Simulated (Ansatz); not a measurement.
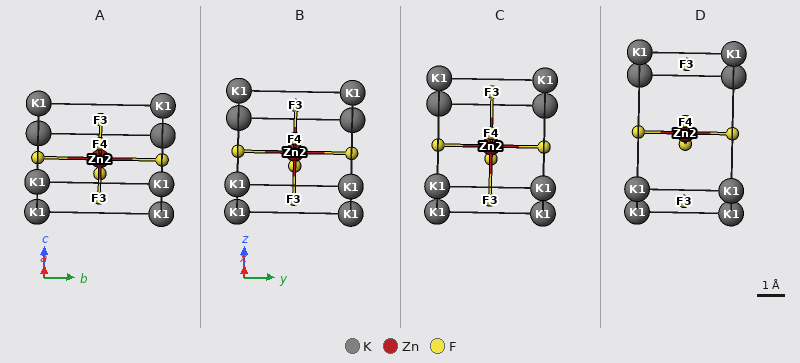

A scan of crystalline KZnF3 (Pm-3m) along one coordinate. x, y and z are the Cartesian axes of the input. The picture is a ball-and-stick view of the cell of the calculation, seen along the a axis, with a slight tilt.

Method: DFT LDA, scalar-relativistic, plane waves, PAW (Ansatz). Set-up: plane-wave cutoff 420 eV; k-point mesh 6 × 6 × 6; occupations gaussian; smearing width 0.05 eV; no spin polarisation. Energies (free energies at the smearing named) are counted from the cell as listed in its source, which wasn't relaxed.

Q: Which coordinate changes from frame to frame?

A: The ratio of the cell's length along z to its lengths across, counted as 1 for the reference, is changed at fixed volume (a tetragonal or Bain path), with the atoms kept at their fractional coordinates. In the frames the relative ratio is 0.65 (A), 0.85 (B), 1.05 (C), 1.50 (D). Their energies are 790 meV/atom, 68 meV/atom, 5 meV/atom, 330 meV/atom.
